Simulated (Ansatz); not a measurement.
## Geometry relaxation of Ge64 (part 2 of 2)

The same run, continued: Ge64 (Fd-3m, 64 atoms in the cell); DFT, HSE06, PAW, plane waves (Ansatz 0.2.0); cutoff 420 eV, 1×1×1 k-mesh, Fermi–Dirac smearing of 0.01 eV. The structure was built on a prototype by a generator.

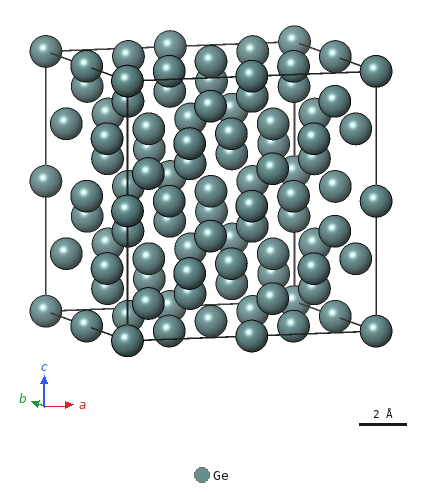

The structure as given in the input (spheres-only view of the cell of the calculation, seen slightly off an axis).

What the program printed, continued
```
relax step   1: F+E_penalty+E_count = -274926.57129597 eV  Δ(F+E_penalty+E_count) = +0.000e0 eV  max|allowed force component| = 3.372e-23 eV/Å  Δτ_max = 0.0000 Å  (23 SCF iters, accepted)
NSCF: frozen V_eff on 1 k-points
hybrid SCF converged: 2 outer / 14 inner (+9 warm-up), last move |dexx| = 5.29e-5 eV, tail = 4.16e-7 eV
Stability not checked: this state was not tested for a lower state beside it, because the functional holds exact exchange (a hybrid, or Hartree-Fock), whose exchange loop this test does not read (fock_operator; see scf.lower_state_search)
Free energy (F): -274926.571296 eV
Harris-Foulkes:  -274926.571296 eV  (|F-HF|=1.12e-8)
Internal energy: -274926.571296 eV  (E = F + TS)
E sigma→0 (E₀):  -274926.571296 eV
Fermi energy:    8.555426 eV
--- Per-component energies (eV) ---
  E_band       = -12026.712608
  E_kinetic    = 7089.422709
  E_local      = -158763.045221  (includes V_loc(G=0)·N_el)
  E_nonlocal   = 26884.953054
  E_hartree    = 69827.398132
  E_xc         = -3888.959977
  E_vxc        = -3317.622100  (∫ρ·V_xc dr)
  E_exx        = -3490.332673  (= α·E_x^exact, valence–valence)
  E_paw        = -126843.594759  (= ΣΔE_a)
  E_vpaw       = -16594.556532  (= ΣTr[D̂ρ^β])
  E_aug_tail   = 0.026501  (compensation charges beyond the density's cutoff)
  E_ewald      = -85719.055163
  E_core_change = -23.383912  (= ΣΔE_core)
  E_smearing   = -0.000000  (= −TS)
  E_closure    = 0.000013  (closes the sum)
  Σ components = -274926.571296   (vs F -274926.571296, Δ=5.82e-11)
--- Forces (eV/Å), atoms counted from 1 ---
  atom   1  Ge    -0.00000000    -0.00000000    -0.00000000
  atom   2  Ge     0.00000000    -0.00000000    -0.00000000
  atom   3  Ge    -0.00000000     0.00000000     0.00000000
  atom   4  Ge     0.00000000     0.00000000     0.00000000
  atom   5  Ge    -0.00000000     0.00000000     0.00000000
  atom   6  Ge     0.00000000    -0.00000000     0.00000000
  atom   7  Ge     0.00000000     0.00000000     0.00000000
  atom   8  Ge    -0.00000000    -0.00000000     0.00000000
  atom   9  Ge    -0.00000000    -0.00000000     0.00000000
  atom  10  Ge    -0.00000000    -0.00000000     0.00000000
  atom  11  Ge    -0.00000000    -0.00000000    -0.00000000
  atom  12  Ge    -0.00000000    -0.00000000     0.00000000
  atom  13  Ge    -0.00000000     0.00000000     0.00000000
  atom  14  Ge     0.00000000    -0.00000000     0.00000000
  atom  15  Ge    -0.00000000    -0.00000000    -0.00000000
  atom  16  Ge    -0.00000000     0.00000000     0.00000000
  atom  17  Ge    -0.00000000     0.00000000    -0.00000000
  atom  18  Ge     0.00000000     0.00000000    -0.00000000
  atom  19  Ge    -0.00000000    -0.00000000    -0.00000000
  atom  20  Ge    -0.00000000     0.00000000    -0.00000000
  atom  21  Ge    -0.00000000     0.00000000    -0.00000000
  atom  22  Ge    -0.00000000     0.00000000     0.00000000
  atom  23  Ge    -0.00000000     0.00000000    -0.00000000
  atom  24  Ge    -0.00000000     0.00000000    -0.00000000
  atom  25  Ge    -0.00000000     0.00000000    -0.00000000
  atom  26  Ge    -0.00000000    -0.00000000    -0.00000000
  atom  27  Ge    -0.00000000     0.00000000     0.00000000
  atom  28  Ge    -0.00000000    -0.00000000     0.00000000
  atom  29  Ge    -0.00000000     0.00000000    -0.00000000
  atom  30  Ge    -0.00000000    -0.00000000    -0.00000000
  atom  31  Ge    -0.00000000     0.00000000     0.00000000
  atom  32  Ge    -0.00000000     0.00000000    -0.00000000
  atom  33  Ge    -0.00000000     0.00000000     0.00000000
  atom  34  Ge    -0.00000000     0.00000000     0.00000000
  atom  35  Ge    -0.00000000     0.00000000     0.00000000
  atom  36  Ge     0.00000000    -0.00000000     0.00000000
  atom  37  Ge     0.00000000     0.00000000     0.00000000
  atom  38  Ge    -0.00000000    -0.00000000     0.00000000
  atom  39  Ge    -0.00000000     0.00000000     0.00000000
  atom  40  Ge     0.00000000    -0.00000000     0.00000000
  atom  41  Ge    -0.00000000     0.00000000     0.00000000
  atom  42  Ge     0.00000000     0.00000000     0.00000000
  atom  43  Ge     0.00000000    -0.00000000    -0.00000000
  atom  44  Ge    -0.00000000     0.00000000     0.00000000
  atom  45  Ge     0.00000000     0.00000000     0.00000000
  atom  46  Ge     0.00000000     0.00000000     0.00000000
  atom  47  Ge    -0.00000000    -0.00000000     0.00000000
  atom  48  Ge    -0.00000000     0.00000000     0.00000000
  atom  49  Ge     0.00000000    -0.00000000    -0.00000000
  atom  50  Ge    -0.00000000     0.00000000    -0.00000000
  atom  51  Ge    -0.00000000     0.00000000     0.00000000
  atom  52  Ge    -0.00000000     0.00000000     0.00000000
  atom  53  Ge    -0.00000000     0.00000000    -0.00000000
  atom  54  Ge    -0.00000000    -0.00000000    -0.00000000
  atom  55  Ge    -0.00000000     0.00000000    -0.00000000
  atom  56  Ge    -0.00000000     0.00000000    -0.00000000
  atom  57  Ge    -0.00000000     0.00000000    -0.00000000
  atom  58  Ge     0.00000000    -0.00000000    -0.00000000
  atom  59  Ge    -0.00000000     0.00000000    -0.00000000
  atom  60  Ge    -0.00000000    -0.00000000    -0.00000000
  atom  61  Ge    -0.00000000    -0.00000000    -0.00000000
  atom  62  Ge    -0.00000000    -0.00000000     0.00000000
  atom  63  Ge    -0.00000000    -0.00000000    -0.00000000
  atom  64  Ge    -0.00000000    -0.00000000     0.00000000
  max |Σ_I F_I| component: 6.27e-22 eV/Å
--- Band table (eV) ---
  k-point 0: bands = ["-19.8043", "-19.8043", "-19.8043", "-19.8043", "-19.8043", "-19.8043", "-19.8043", "-19.8043", "-19.8043", "-19.8043", ... 328 levels left out ..., "-3.7228", "-3.4960", "-3.4960", "-3.4960", "-3.4960", "-1.5003", "-1.5003", "-1.5003", "-1.5003", "-1.5003", "-1.5003", "-1.3912", "-1.3912", "-1.3912", "-1.3912", "-1.3912", "-1.3912", "-1.3912", "-1.3912", "-1.3912", "-1.3912", "-1.3912", "-1.3912", "-0.0812", "-0.0812", "-0.0812", "-0.0812", "1.1321", "1.1321",
      "1.1321", "1.1321", "1.1321", "1.1321", "1.1321", "1.1321", "1.1321", "1.1321", "1.1321", "1.1321", "3.1838", "3.1838", "3.1838", "3.1838", "3.1838", "3.1838", "3.9706", "3.9706", "3.9706", "3.9706", "3.9706", "3.9706", "3.9706", "3.9706", "3.9706", "3.9706", "3.9706", "3.9706", "4.0364", "4.0364", "4.0364", "4.0364", "4.0364", "4.0364", "4.0364", "4.0364", "4.0364", "4.0364", "4.0364", "4.0364",
      "4.8257", "4.8257", "4.8257", "4.8257", "4.8257", "4.8257", "5.9730", "5.9730", "5.9730", "5.9730", "5.9730", "5.9730", "5.9730", "5.9730", "5.9730", "5.9730", "5.9730", "5.9730", "6.5298", "6.5298", "6.5298", "6.5298", "6.5298", "6.5298", "6.5298", "6.5298", "6.5298", "6.5298", "6.5298", "6.5298", "6.6291", "6.6291", "6.6291", "6.6291", "6.6291", "6.6291", "6.6291", "6.6291", "8.1317", "8.1317",
      "8.1317", "8.9829", "8.9829", "8.9829", "8.9829", "8.9923", "9.4581", "9.4581", "9.4581", "9.4581", "9.4581", "9.4581", "9.7432", "9.7432", "9.7432", "9.7432", "9.7432", "9.7432", "10.8100", "10.8100", "10.8100", "10.8100", "10.8100", "10.8100", "10.8100", "10.8100", "10.8100", "10.8100", "10.8100", "10.8100", "11.3753", "11.3753", "11.3753", "11.6122", "11.6122", "11.6122", "11.6122", "11.6122", "11.6122", "12.6023",
      "12.6023", "12.6023", "12.6023", "12.6023", "12.6023", "12.6023", "12.6023", "13.3334", "13.3334", "13.3334", "13.3334", "13.3334", "13.3334", "13.3334", "13.3334", "13.3334", "13.3334", "13.3334", "13.3334", "13.5600", "13.5600", "13.5600", "13.5600", "13.5600", "13.5600", "13.5600", "13.5600", "13.5600", "13.5600", "13.5600", "13.5600", "13.7778", "13.7778", "13.7778", "13.7778", "13.7778", "13.7778", "13.7778", "13.7778", "13.7778",
      "13.7778", "13.7778", "13.7778", "14.0398", "14.0398", "14.0398", "14.0398", "14.0398", "14.0398", "14.0398", "14.0398"]
--- Relaxed structure (1 steps of the walk, 1 accepted, 0 SCFs on fresh bases) ---
  F+E_penalty+E_count = -274926.57129597 eV   max|allowed force component| = 3.372e-23 eV/Å
  atoms:
    - { symbol: Ge, position: [0.0, 0.0, 0.0] }
    - { symbol: Ge, position: [0.0, 0.0, 0.5] }
    - { symbol: Ge, position: [0.0, 0.5, 0.0] }
    - { symbol: Ge, position: [0.0, 0.5, 0.5] }
    - { symbol: Ge, position: [0.5, 0.0, 0.0] }
    - { symbol: Ge, position: [0.5, 0.0, 0.5] }
    - { symbol: Ge, position: [0.5, 0.5, 0.0] }
    - { symbol: Ge, position: [0.5, 0.5, 0.5] }
    - { symbol: Ge, position: [0.125, 0.125, 0.125] }
    - { symbol: Ge, position: [0.125, 0.125, 0.625] }
    - { symbol: Ge, position: [0.125, 0.625, 0.125] }
    - { symbol: Ge, position: [0.125, 0.625, 0.625] }
    - { symbol: Ge, position: [0.625, 0.125, 0.125] }
    - { symbol: Ge, position: [0.625, 0.125, 0.625] }
    - { symbol: Ge, position: [0.625, 0.625, 0.125] }
    - { symbol: Ge, position: [0.625, 0.625, 0.625] }
    - { symbol: Ge, position: [0.25, 0.25, 0.0] }
    - { symbol: Ge, position: [0.25, 0.25, 0.5] }
    - { symbol: Ge, position: [0.25, 0.7499999999999999, 0.0] }
    - { symbol: Ge, position: [0.25, 0.7499999999999999, 0.5] }
    - { symbol: Ge, position: [0.7499999999999999, 0.25, 0.0] }
    - { symbol: Ge, position: [0.7499999999999999, 0.25, 0.5] }
    - { symbol: Ge, position: [0.7499999999999999, 0.7499999999999999, 0.0] }
    - { symbol: Ge, position: [0.7499999999999999, 0.7499999999999999, 0.5] }
    - { symbol: Ge, position: [0.37499999999999994, 0.37499999999999994, 0.125] }
    - { symbol: Ge, position: [0.37499999999999994, 0.37499999999999994, 0.625] }
    - { symbol: Ge, position: [0.37499999999999994, 0.875, 0.125] }
    - { symbol: Ge, position: [0.37499999999999994, 0.875, 0.625] }
    - { symbol: Ge, position: [0.875, 0.37499999999999994, 0.125] }
    - { symbol: Ge, position: [0.875, 0.37499999999999994, 0.625] }
    - { symbol: Ge, position: [0.875, 0.875, 0.125] }
    - { symbol: Ge, position: [0.875, 0.875, 0.625] }
    - { symbol: Ge, position: [0.25, 0.0, 0.25] }
    - { symbol: Ge, position: [0.25, 0.0, 0.7499999999999999] }
    - { symbol: Ge, position: [0.25, 0.5, 0.25] }
    - { symbol: Ge, position: [0.25, 0.5, 0.7499999999999999] }
    - { symbol: Ge, position: [0.7499999999999999, 0.0, 0.25] }
    - { symbol: Ge, position: [0.7499999999999999, 0.0, 0.7499999999999999] }
    - { symbol: Ge, position: [0.7499999999999999, 0.5, 0.25] }
    - { symbol: Ge, position: [0.7499999999999999, 0.5, 0.7499999999999999] }
    - { symbol: Ge, position: [0.37499999999999994, 0.125, 0.37499999999999994] }
    - { symbol: Ge, position: [0.37499999999999994, 0.125, 0.875] }
    - { symbol: Ge, position: [0.37499999999999994, 0.625, 0.37499999999999994] }
    - { symbol: Ge, position: [0.37499999999999994, 0.625, 0.875] }
    - { symbol: Ge, position: [0.875, 0.125, 0.37499999999999994] }
    - { symbol: Ge, position: [0.875, 0.125, 0.875] }
    - { symbol: Ge, position: [0.875, 0.625, 0.37499999999999994] }
    - { symbol: Ge, position: [0.875, 0.625, 0.875] }
    - { symbol: Ge, position: [0.0, 0.25, 0.25] }
    - { symbol: Ge, position: [0.0, 0.25, 0.7499999999999999] }
    - { symbol: Ge, position: [0.0, 0.7499999999999999, 0.25] }
    - { symbol: Ge, position: [0.0, 0.7499999999999999, 0.7499999999999999] }
    - { symbol: Ge, position: [0.5, 0.25, 0.25] }
    - { symbol: Ge, position: [0.5, 0.25, 0.7499999999999999] }
    - { symbol: Ge, position: [0.5, 0.7499999999999999, 0.25] }
    - { symbol: Ge, position: [0.5, 0.7499999999999999, 0.7499999999999999] }
    - { symbol: Ge, position: [0.125, 0.37499999999999994, 0.37499999999999994] }
    - { symbol: Ge, position: [0.125, 0.37499999999999994, 0.875] }
    - { symbol: Ge, position: [0.125, 0.875, 0.37499999999999994] }
    - { symbol: Ge, position: [0.125, 0.875, 0.875] }
    - { symbol: Ge, position: [0.625, 0.37499999999999994, 0.37499999999999994] }
    - { symbol: Ge, position: [0.625, 0.37499999999999994, 0.875] }
    - { symbol: Ge, position: [0.625, 0.875, 0.37499999999999994] }
    - { symbol: Ge, position: [0.625, 0.875, 0.875] }
--- Löwdin populations: 64 sites ---
  site symbol       q [e]
     0     Ge     13.9795
     1     Ge     13.9795
     2     Ge     13.9795
     3     Ge     13.9795
     4     Ge     13.9795
     5     Ge     13.9795
     6     Ge     13.9795
     7     Ge     13.9795
     8     Ge     13.9795
     9     Ge     13.9795
    10     Ge     13.9795
    11     Ge     13.9795
    12     Ge     13.9795
    13     Ge     13.9795
    14     Ge     13.9795
    15     Ge     13.9795
    16     Ge     13.9795
    17     Ge     13.9795
    18     Ge     13.9795
    19     Ge     13.9795
    20     Ge     13.9795
    21     Ge     13.9795
    22     Ge     13.9795
    23     Ge     13.9795
    24     Ge     13.9795
    25     Ge     13.9795
    26     Ge     13.9795
    27     Ge     13.9795
    28     Ge     13.9795
    29     Ge     13.9795
    30     Ge     13.9795
    31     Ge     13.9795
    32     Ge     13.9795
    33     Ge     13.9795
    34     Ge     13.9795
    35     Ge     13.9795
    36     Ge     13.9795
    37     Ge     13.9795
    38     Ge     13.9795
    39     Ge     13.9795
    40     Ge     13.9795
    41     Ge     13.9795
    42     Ge     13.9795
    43     Ge     13.9795
    44     Ge     13.9795
    45     Ge     13.9795
    46     Ge     13.9795
    47     Ge     13.9795
    48     Ge     13.9795
    49     Ge     13.9795
    50     Ge     13.9795
    51     Ge     13.9795
    52     Ge     13.9795
    53     Ge     13.9795
    54     Ge     13.9795
    55     Ge     13.9795
    56     Ge     13.9795
    57     Ge     13.9795
    58     Ge     13.9795
    59     Ge     13.9795
    60     Ge     13.9795
    61     Ge     13.9795
    62     Ge     13.9795
    63     Ge     13.9795
  spilling = 0.001466 (of n_electrons = 896.000000)
```
